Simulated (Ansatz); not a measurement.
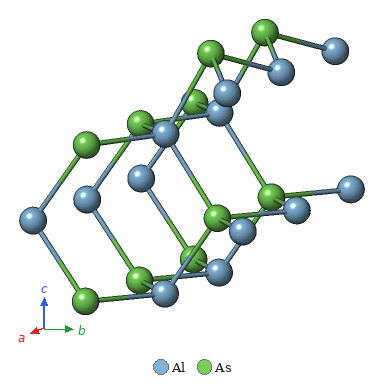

System: H2 on a slab of content AlAs. The picture shows the clean slab (repeated in the plane, vacuum cut away).

Starting cell:
```yaml
crystal:
  lattice:
    - [4.01250, 0.00000, 0.00000]
    - [0.00000, 5.67460, 0.00000]
    - [0.00000, 0.00000, 23.01880]
  atoms:
    - { symbol: Al, position: [0.50000, 0.50000, 0.36926] }
    - { symbol: As, position: [0.00000, 0.25000, 0.36926] }
    - { symbol: Al, position: [0.00000, 0.00000, 0.45642] }
    - { symbol: As, position: [0.50000, 0.75000, 0.45642] }
    - { symbol: Al, position: [0.50000, 0.50240, 0.54751] }
    - { symbol: As, position: [0.00000, 0.25488, 0.54387] }
    - { symbol: Al, position: [0.00000, 0.92562, 0.60966] }
    - { symbol: As, position: [0.50000, 0.71922, 0.63975] }
```

Method: adsorption at several starting sites on a slab cut from the named crystal, one adsorbate a surface cell, the lower planes held, the adsorption energy counts from the clean slab and the free, spin-polarised adsorbate, negative where bound, plane waves with PAW datasets, Γ-centred k mesh (Ansatz 0.2.0). Level: PBEsol, no spin polarisation.

| setting | value |
| --- | --- |
| crystal formula | AlAs |
| crystal space group number | 216 |
| Miller index h | 1 |
| Miller index k | 1 |
| Miller index l | 0 |
| top plane | AlAs |
| bottom plane | AlAs |
| planes | 4 |
| surface cell | (1, 1) |
| slab thickness as cut | 6.02 Å |
| vacuum | 17 Å |
| surface area | 22.77 Å² |
| wave cutoff | 420 eV |
| k mesh | 7×5×1 |
| occupations | Gaussian |
| smearing width | 0.05 eV |
| boundary | dipole corrected |
| adsorbate | H2 |

Sites are named by a rule of distances and placed in fractions of the cell vectors a and b; the slab's top layers relax too; key: 1 = top site at (0.50, 0.72); 2 = hollow site at (0.50, 0.19); 3 = bridge site at (0.75, 0.32).

Predict the adsorption energy of each starting site.

The adsorbate slid sideways from no. 2 (by 2.0 Å) and no. 3 (by 1.0 Å). Among these starts the lowest are no. 2 and no. 3, which are equal within what the calculation resolves; no. 1 is 0.084 eV higher.

```
starting site  adsorption energy (eV)
        no. 1                  -0.018
        no. 2                  -0.102
        no. 3                  -0.101
```

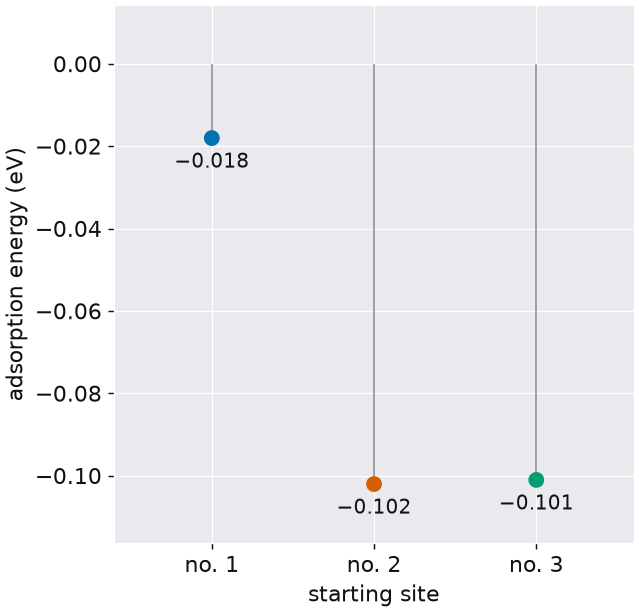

Caveats: odd k mesh can miss points on the zone edge; xc potential rough in thin density.
